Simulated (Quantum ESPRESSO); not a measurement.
**Geometry relaxation, with input and output: Sb (part 2 of 3)**

Sb (2 atoms in the cell); Kohn-Sham DFT of a periodic cell, PBE with rVV10, GBRV 1.5 PBEsol, no spin polarisation (Quantum ESPRESSO 7.5); cutoff 612.26 eV, 4×4×2 k-mesh, fermi-dirac of 0.2 eV. The structure derives from a Materials Project entry.

Geometry of the input (Å; fractional positions):
```
0.0000  -3.1531  0.0000
1.5765  -1.5765  -2.7119
4.7296  -1.5765  2.7119
Sb 0.5418  0.4515  0.4707
Sb 0.9582  0.0485  0.0293
```

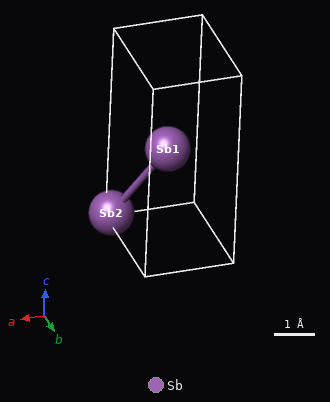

The input geometry (ball-and-stick view of the cell of the calculation, seen at an oblique angle; atoms are numbered from 1 in the order of the input). An atom can appear more than once, as a periodic image.

## Output, continued
```
   -17.6600 -17.5890 -17.5821 -17.5694 -17.5573 -17.5060 -17.4960 -17.4825
   -17.4707 -17.3611   2.0461   4.7793   7.2040   8.0227   9.8202  10.7934
    12.2632  15.5648  17.3160  19.9303  20.3485  21.1032

     the Fermi energy is    11.8587 ev

!    total energy              =    -369.65829704 Ry
     estimated scf accuracy    <          3.0E-11 Ry
     smearing contrib. (-TS)   =      -0.01190696 Ry
     internal energy E=F+TS    =    -369.64639009 Ry

     The total energy is F=E-TS. E is the sum of the following terms:
     one-electron contribution =    -148.80627598 Ry
     hartree contribution      =      92.84584736 Ry
     xc contribution           =     -87.75345154 Ry
     ewald contribution        =    -225.93250993 Ry

     convergence has been achieved in   9 iterations

     Forces acting on atoms (cartesian axes, Ry/au):

     atom    1 type  1   force =     0.06028828   -0.00042656    0.01252876
     atom    2 type  1   force =    -0.06028828    0.00042656   -0.01252876

     Total force =     0.087084     Total SCF correction =     0.000022

     BFGS Geometry Optimization
     Energy error            =      7.6E-03 Ry
     Gradient error          =      6.0E-02 Ry/Bohr

     number of scf cycles    =   1
     number of bfgs steps    =   0

     energy             new  =    -369.6582970450 Ry

     new trust radius        =       0.0615778223 bohr
     new conv_thr            =       0.0000000004 Ry

ATOMIC_POSITIONS (angstrom)
Sb               2.9697964072       -3.1625660571        0.0584546434
Sb               0.1832839578       -3.1435946779       -0.0584546434

     NEW-OLD atomic charge density approx. for the potential

     Check: negative core charge=   -0.000003

     Self-consistent Calculation

     iteration #  1     ecut=    45.00 Ry     beta= 0.50
     Davidson diagonalization with overlap
     ethr =  1.00E-06,  avg # of iterations =  7.8

     total energy              =    -369.66423033 Ry
     estimated scf accuracy    <       0.00112777 Ry

[... 168 further cycles ...]
     iteration #  6     ecut=    45.00 Ry     beta= 0.50
     Davidson diagonalization with overlap
     ethr =  6.82E-11,  avg # of iterations =  1.8

     total energy              =    -369.68006271 Ry
     estimated scf accuracy    <          8.0E-10 Ry

     iteration #  7     ecut=    45.00 Ry     beta= 0.50
     Davidson diagonalization with overlap
     ethr =  2.66E-12,  avg # of iterations =  2.0

     total energy              =    -369.68006271 Ry
     estimated scf accuracy    <          4.3E-11 Ry

     iteration #  8     ecut=    45.00 Ry     beta= 0.50
     Davidson diagonalization with overlap
     ethr =  1.44E-13,  avg # of iterations =  2.0

     End of self-consistent calculation

          k = 0.0000 0.0000 0.0000 (  1859 PWs)   bands (ev):

   -17.5822 -17.5813 -17.5601 -17.5378 -17.5262 -17.5135 -17.5126 -17.4734
   -17.4702 -17.4692  -1.1735   2.6725   5.9627  13.5592  16.5983  17.0383
    17.1882  17.2246  17.9697  21.7893  22.3750  22.5924

          k =-0.2500 0.0000-0.1453 (  1850 PWs)   bands (ev):

   -17.5770 -17.5770 -17.5468 -17.5465 -17.5286 -17.5276 -17.5029 -17.5028
   -17.4584 -17.4583   0.0592   0.0782  11.0152  11.0325  14.6386  14.6559
    17.2682  17.2689  19.0792  19.0982  21.5353  21.5360

          k = 0.1250 0.0000-0.2180 (  1867 PWs)   bands (ev):

   -17.5847 -17.5775 -17.5582 -17.5227 -17.5214 -17.5036 -17.4943 -17.4858
   -17.4685 -17.4681  -0.2462   3.2393   6.9716   9.0344  12.3384  14.0636
    15.9516  16.2018  19.8219  19.8272  21.2487  23.6504

          k =-0.1250 0.0000-0.3633 (  1848 PWs)   bands (ev):

   -17.5811 -17.5802 -17.5589 -17.5573 -17.5039 -17.5032 -17.4860 -17.4858
   -17.4646 -17.4627   0.9339   0.9722   9.3107   9.3383  12.5513  12.6011
    15.7357  15.8056  20.5962  20.7795  21.3304  21.4280

          k =-0.2500 0.0000 0.4360 (  1872 PWs)   bands (ev):

   -17.5844 -17.5843 -17.5382 -17.5382 -17.5091 -17.5087 -17.4757 -17.4757
   -17.4642 -17.4642   2.2536   2.2659   8.0463   8.0551   9.8546   9.8745
    15.1510  15.1512  19.0418  19.0424  23.9066  23.9302

          k =-0.5000-0.0000 0.2907 (  1866 PWs)   bands (ev):

   -17.5911 -17.5893 -17.5608 -17.5595 -17.4791 -17.4781 -17.4753 -17.4744
   -17.4682 -17.4663   2.5629   2.6372   6.0108   6.0232  13.6594  13.8146
    14.8597  14.9358  17.8464  17.9927  20.6279  20.7447

          k =-0.1250-0.2500 0.0727 (  1853 PWs)   bands (ev):

   -17.5649 -17.5530 -17.5365 -17.5292 -17.5167 -17.5125 -17.5016 -17.4879
   -17.4728 -17.4694   0.0690   3.3576   7.5952  10.8956  12.0079  12.7964
    14.7481  15.9678  18.2723  18.8764  21.3909  21.5473

          k =-0.3750-0.2500-0.0727 (  1848 PWs)   bands (ev):

   -17.5603 -17.5527 -17.5378 -17.5286 -17.5234 -17.5157 -17.5007 -17.4824
   -17.4749 -17.4675   0.6925   1.8642  10.0254  10.5646  12.8910  13.1277
    13.3209  14.6473  17.6960  18.9361  19.6848  21.9243

          k = 0.0000-0.2500-0.1453 (  1852 PWs)   bands (ev):

   -17.5645 -17.5508 -17.5377 -17.5297 -17.5164 -17.5124 -17.5018 -17.4878
   -17.4741 -17.4691   0.0737   3.3378   7.6268  10.9071  11.9814  12.7851
    14.7814  15.9332  18.2834  18.8947  21.4522  21.4931

          k =-0.2500-0.2500-0.2907 (  1848 PWs)   bands (ev):

   -17.5608 -17.5546 -17.5379 -17.5269 -17.5232 -17.5152 -17.5005 -17.4829
   -17.4768 -17.4651   0.6806   1.8845   9.9805  10.5484  12.9265  13.1464
    13.3329  14.6624  17.6968  18.8749  19.6148  22.0191

          k =-0.3750-0.2500 0.5087 (  1858 PWs)   bands (ev):

   -17.5541 -17.5446 -17.5308 -17.5285 -17.5160 -17.5061 -17.4977 -17.4886
   -17.4716 -17.4649   1.8246   3.9233   7.9221   9.1427   9.9149  10.6277
    11.1707  13.5509  19.3214  21.5037  22.1656  22.9160

          k =-0.6250-0.2500 0.3633 (  1869 PWs)   bands (ev):

   -17.5691 -17.5557 -17.5296 -17.5261 -17.5034 -17.5001 -17.4988 -17.4913
   -17.4662 -17.4627   2.3080   3.2724   7.5499   8.3147   9.6921  11.8822
    12.7306  14.5685  17.8711  19.0348  21.0088  22.0679

          k =-0.2500-0.2500 0.2907 (  1861 PWs)   bands (ev):

   -17.5563 -17.5444 -17.5310 -17.5284 -17.5150 -17.5052 -17.4974 -17.4891
   -17.4731 -17.4631   1.8078   3.9668   7.9185   9.1056   9.8654  10.6391
    11.1495  13.6519  19.2981  21.5369  22.2066  22.9625

          k =-0.5000-0.2500 0.1453 (  1863 PWs)   bands (ev):

   -17.5683 -17.5551 -17.5295 -17.5265 -17.5033 -17.5000 -17.4992 -17.4916
   -17.4664 -17.4629   2.3475   3.2098   7.5537   8.3534   9.6990  11.8778
    12.7999  14.4576  17.8853  18.9016  21.1159  22.1036

          k = 0.2500 0.5000-0.1453 (  1854 PWs)   bands (ev):

   -17.5726 -17.5639 -17.5399 -17.5382 -17.5201 -17.4967 -17.4943 -17.4821
   -17.4364 -17.4172   2.8155   4.3376   6.7804   7.5447  10.9230  12.4242
    13.1908  13.6992  16.5393  17.7482  18.8599  22.4622

          k =-0.0000 0.5000-0.2907 (  1852 PWs)   bands (ev):

   -17.5729 -17.5614 -17.5403 -17.5381 -17.5209 -17.4958 -17.4954 -17.4819
   -17.4351 -17.4195   2.8500   4.2666   6.8121   7.5311  10.9924  12.4163
    13.2194  13.6311  16.5787  17.8294  18.8408  22.3603

          k = 0.3750 0.5000-0.3633 (  1855 PWs)   bands (ev):

   -17.5644 -17.5488 -17.5415 -17.5259 -17.5184 -17.5169 -17.5079 -17.4841
   -17.4356 -17.4182   2.5935   4.5155   7.5870   7.9729   9.9679  10.6239
    12.2253  15.1327  17.1329  20.1408  20.2590  21.4883

          k = 0.1250-0.2500-0.0727 (  1853 PWs)   bands (ev):

   -17.5651 -17.5528 -17.5366 -17.5291 -17.5168 -17.5125 -17.5013 -17.4880
   -17.4729 -17.4693   0.0696   3.3565   7.5965  10.8894  12.0108  12.7996
    14.7430  15.9757  18.2718  18.8719  21.3939  21.5459

          k = 0.3750-0.2500 0.0727 (  1848 PWs)   bands (ev):

   -17.5600 -17.5528 -17.5378 -17.5286 -17.5233 -17.5155 -17.5011 -17.4824
   -17.4750 -17.4674   0.6931   1.8642  10.0187  10.5650  12.8955  13.1355
    13.3224  14.6364  17.7029  18.9390  19.6775  21.9273

          k = 0.0000-0.2500 0.1453 (  1852 PWs)   bands (ev):

   -17.5646 -17.5510 -17.5375 -17.5298 -17.5164 -17.5123 -17.5018 -17.4879
   -17.4740 -17.4690   0.0734   3.3374   7.6280  10.9161  11.9750  12.7768
    14.7939  15.9261  18.2761  18.9008  21.4485  21.4966

          k = 0.2500-0.2500 0.2907 (  1848 PWs)   bands (ev):

   -17.5611 -17.5539 -17.5378 -17.5276 -17.5231 -17.5151 -17.5004 -17.4831
   -17.4765 -17.4653   0.6792   1.8861   9.9819  10.5488  12.9228  13.1354
    13.3481  14.6598  17.6946  18.8715  19.6209  22.0181

          k = 0.3750-0.2500-0.5087 (  1858 PWs)   bands (ev):

   -17.5544 -17.5447 -17.5308 -17.5284 -17.5158 -17.5062 -17.4976 -17.4885
   -17.4717 -17.4648   1.8233   3.9247   7.9227   9.1437   9.9147  10.6325
    11.1627  13.5542  19.3162  21.5148  22.1570  22.9151

          k = 0.6250-0.2500-0.3633 (  1869 PWs)   bands (ev):

   -17.5692 -17.5552 -17.5296 -17.5262 -17.5037 -17.5004 -17.4987 -17.4910
   -17.4661 -17.4627   2.3030   3.2783   7.5542   8.3113   9.6900  11.8777
    12.7280  14.5811  17.8661  19.0348  21.0113  22.0618

          k = 0.2500-0.2500-0.2907 (  1861 PWs)   bands (ev):

   -17.5563 -17.5448 -17.5309 -17.5284 -17.5146 -17.5052 -17.4974 -17.4890
   -17.4733 -17.4630   1.8100   3.9631   7.9168   9.1045   9.8766  10.6350
    11.1489  13.6484  19.2945  21.5430  22.2094  22.9599

          k = 0.5000-0.2500-0.1453 (  1863 PWs)   bands (ev):

   -17.5680 -17.5553 -17.5294 -17.5264 -17.5033 -17.4999 -17.4992 -17.4918
   -17.4666 -17.4628   2.3504   3.2073   7.5465   8.3605   9.6986  11.8742
    12.8039  14.4567  17.8849  18.9011  21.1215  22.1006

          k =-0.2500 0.5000 0.1453 (  1854 PWs)   bands (ev):

   -17.5727 -17.5641 -17.5400 -17.5379 -17.5198 -17.4967 -17.4944 -17.4823
   -17.4361 -17.4173   2.8265   4.3170   6.7957   7.5379  10.9256  12.4377
    13.1723  13.6995  16.5423  17.7462  18.8591  22.4659

          k =-0.0000 0.5000 0.2907 (  1852 PWs)   bands (ev):

   -17.5725 -17.5614 -17.5402 -17.5376 -17.5213 -17.4959 -17.4955 -17.4825
   -17.4349 -17.4194   2.8556   4.2606   6.8182   7.5201  10.9979  12.4280
    13.2085  13.6226  16.5971  17.8190  18.8408  22.3721

          k =-0.3750 0.5000 0.3633 (  1855 PWs)   bands (ev):

   -17.5647 -17.5489 -17.5416 -17.5262 -17.5180 -17.5169 -17.5076 -17.4840
   -17.4354 -17.4183   2.5954   4.5098   7.5941   7.9714   9.9749  10.6148
    12.2296  15.1212  17.1414  20.1375  20.2623  21.4806

     the Fermi energy is    11.7811 ev

!    total energy              =    -369.68006271 Ry
     estimated scf accuracy    <          2.7E-12 Ry
     smearing contrib. (-TS)   =      -0.00913446 Ry
     internal energy E=F+TS    =    -369.67092825 Ry

     The total energy is F=E-TS. E is the sum of the following terms:
     one-electron contribution =    -142.82297781 Ry
     hartree contribution      =      89.86974762 Ry
     xc contribution           =     -87.70067155 Ry
     ewald contribution        =    -229.01702651 Ry

     convergence has been achieved in   8 iterations

     Forces acting on atoms (cartesian axes, Ry/au):

     atom    1 type  1   force =     0.00033451    0.00018722    0.00004439
     atom    2 type  1   force =    -0.00033451   -0.00018722   -0.00004439

     Total force =     0.000546     Total SCF correction =     0.000015
     Energy error            =      2.2E-04 Ry
     Gradient error          =      3.3E-04 Ry/Bohr

     number of scf cycles    =  25
     number of bfgs steps    =  24

     energy             old  =    -369.6798382252 Ry
     energy             new  =    -369.6800627101 Ry

     CASE: energy            _new < energy            _old

     new trust radius        =       0.0101013247 bohr
     new conv_thr            =            4.0E-12 Ry

ATOMIC_POSITIONS (angstrom)
Sb               3.1530788523       -3.5502928463        0.0003518492
Sb               0.0000015127       -2.7558678887       -0.0003518492

     NEW-OLD atomic charge density approx. for the potential

     Check: negative core charge=   -0.000003

     Self-consistent Calculation

     iteration #  1     ecut=    45.00 Ry     beta= 0.50
     Davidson diagonalization with overlap
     ethr =  1.00E-06,  avg # of iterations =  4.0

     Threshold (ethr) on eigenvalues was too large:
     Diagonalizing with lowered threshold

     Davidson diagonalization with overlap
     ethr =  2.73E-08,  avg # of iterations =  1.8

     total energy              =    -369.68006341 Ry
     estimated scf accuracy    <       0.00000823 Ry

     iteration #  2     ecut=    45.00 Ry     beta= 0.50
     Davidson diagonalization with overlap
     ethr =  2.74E-08,  avg # of iterations =  2.0

     total energy              =    -369.68006534 Ry
     estimated scf accuracy    <       0.00000267 Ry

     iteration #  3     ecut=    45.00 Ry     beta= 0.50
     Davidson diagonalization with overlap
     ethr =  8.91E-09,  avg # of iterations =  2.0

     total energy              =    -369.68006589 Ry
     estimated scf accuracy    <       0.00000012 Ry

     iteration #  4     ecut=    45.00 Ry     beta= 0.50
     Davidson diagonalization with overlap
     ethr =  4.11E-10,  avg # of iterations =  1.0

     total energy              =    -369.68006590 Ry
     estimated scf accuracy    <          4.8E-09 Ry

     iteration #  5     ecut=    45.00 Ry     beta= 0.50
     Davidson diagonalization with overlap
     ethr =  1.61E-11,  avg # of iterations =  1.9

     total energy              =    -369.68006590 Ry
     estimated scf accuracy    <          2.0E-10 Ry

     iteration #  6     ecut=    45.00 Ry     beta= 0.50
     Davidson diagonalization with overlap
     ethr =  6.52E-13,  avg # of iterations =  2.0

     total energy              =    -369.68006590 Ry
     estimated scf accuracy    <          1.2E-11 Ry

     iteration #  7     ecut=    45.00 Ry     beta= 0.50
     Davidson diagonalization with overlap
     ethr =  1.00E-13,  avg # of iterations =  1.0

     End of self-consistent calculation

          k = 0.0000 0.0000 0.0000 (  1859 PWs)   bands (ev):

   -17.5822 -17.5813 -17.5600 -17.5379 -17.5261 -17.5135 -17.5126 -17.4734
   -17.4702 -17.4693  -1.1734   2.6725   5.9628  13.5592  16.6001  17.0366
    17.1877  17.2251  17.9695  21.7895  22.3744  22.5921

          k =-0.2500 0.0000-0.1453 (  1850 PWs)   bands (ev):

   -17.5769 -17.5769 -17.5466 -17.5466 -17.5282 -17.5281 -17.5028 -17.5028
   -17.4584 -17.4584   0.0678   0.0697  11.0230  11.0247  14.6465  14.6480
    17.2687  17.2687  19.0878  19.0894  21.5358  21.5358

          k = 0.1250 0.0000-0.2180 (  1867 PWs)   bands (ev):

   -17.5846 -17.5775 -17.5582 -17.5226 -17.5214 -17.5037 -17.4943 -17.4858
   -17.4685 -17.4680  -0.2461   3.2393   6.9716   9.0344  12.3386  14.0631
    15.9519  16.2017  19.8218  19.8274  21.2485  23.6506

          k =-0.1250 0.0000-0.3633 (  1848 PWs)   bands (ev):

   -17.5808 -17.5804 -17.5586 -17.5575 -17.5037 -17.5034 -17.4860 -17.4858
   -17.4643 -17.4630   0.9369   0.9694   9.3117   9.3373  12.5528  12.5994
    15.7566  15.7844  20.5996  20.7782  21.3613  21.3950

          k =-0.2500 0.0000 0.4360 (  1872 PWs)   bands (ev):

   -17.5843 -17.5843 -17.5382 -17.5382 -17.5089 -17.5089 -17.4757 -17.4757
   -17.4642 -17.4642   2.2587   2.2610   8.0499   8.0516   9.8626   9.8663
    15.1511  15.1512  19.0422  19.0422  23.9164  23.9201

          k =-0.5000-0.0000 0.2907 (  1866 PWs)   bands (ev):

   -17.5906 -17.5897 -17.5606 -17.5596 -17.4788 -17.4782 -17.4749 -17.4749
   -17.4680 -17.4665   2.5650   2.6353   6.0096   6.0245  13.6638  13.8101
    14.8825  14.9125  17.8467  17.9924  20.6636  20.7094

          k =-0.1250-0.2500 0.0727 (  1853 PWs)   bands (ev):

   -17.5649 -17.5526 -17.5366 -17.5292 -17.5166 -17.5124 -17.5015 -17.4880
   -17.4727 -17.4698   0.0695   3.3562   7.5977  10.8911  12.0115  12.7997
    14.7440  15.9624  18.2707  18.8814  21.4008  21.5470

          k =-0.3750-0.2500-0.0727 (  1848 PWs)   bands (ev):

   -17.5603 -17.5530 -17.5378 -17.5285 -17.5234 -17.5155 -17.5010 -17.4822
   -17.4750 -17.4672   0.6926   1.8648  10.0210  10.5618  12.8936  13.1318
    13.3215  14.6508  17.6969  18.9336  19.6824  21.9197

          k = 0.0000-0.2500-0.1453 (  1852 PWs)   bands (ev):

   -17.5646 -17.5512 -17.5374 -17.5298 -17.5165 -17.5124 -17.5018 -17.4878
   -17.4736 -17.4693   0.0735   3.3385   7.6255  10.9129  11.9765  12.7793
    14.7900  15.9368  18.2803  18.8920  21.4469  21.4899

          k =-0.2500-0.2500-0.2907 (  1848 PWs)   bands (ev):

   -17.5608 -17.5540 -17.5378 -17.5273 -17.5231 -17.5152 -17.5003 -17.4831
   -17.4765 -17.4655   0.6804   1.8845   9.9827  10.5517  12.9244  13.1400
    13.3399  14.6536  17.6975  18.8771  19.6170  22.0244

          k =-0.3750-0.2500 0.5087 (  1858 PWs)   bands (ev):

   -17.5545 -17.5447 -17.5309 -17.5285 -17.5158 -17.5060 -17.4976 -17.4885
   -17.4717 -17.4646   1.8233   3.9266   7.9196   9.1389   9.9086  10.6387
    11.1710  13.5530  19.3193  21.5007  22.1593  22.9197

          k =-0.6250-0.2500 0.3633 (  1869 PWs)   bands (ev):

   -17.5690 -17.5554 -17.5296 -17.5261 -17.5035 -17.5000 -17.4988 -17.4914
   -17.4659 -17.4631   2.3075   3.2719   7.5539   8.3176   9.6874  11.8816
    12.7306  14.5628  17.8796  19.0345  21.0118  22.0598

          k =-0.2500-0.2500 0.2907 (  1861 PWs)   bands (ev):

   -17.5560 -17.5445 -17.5308 -17.5283 -17.5150 -17.5053 -17.4974 -17.4891
   -17.4731 -17.4633   1.8097   3.9627   7.9206   9.1091   9.8761  10.6284
    11.1458  13.6495  19.2968  21.5466  22.2105  22.9579

          k =-0.5000-0.2500 0.1453 (  1863 PWs)   bands (ev):

   -17.5682 -17.5553 -17.5294 -17.5264 -17.5033 -17.5001 -17.4991 -17.4915
   -17.4661 -17.4631   2.3474   3.2115   7.5487   8.3518   9.7031  11.8753
    12.8001  14.4673  17.8753  18.9017  21.1154  22.1088
```
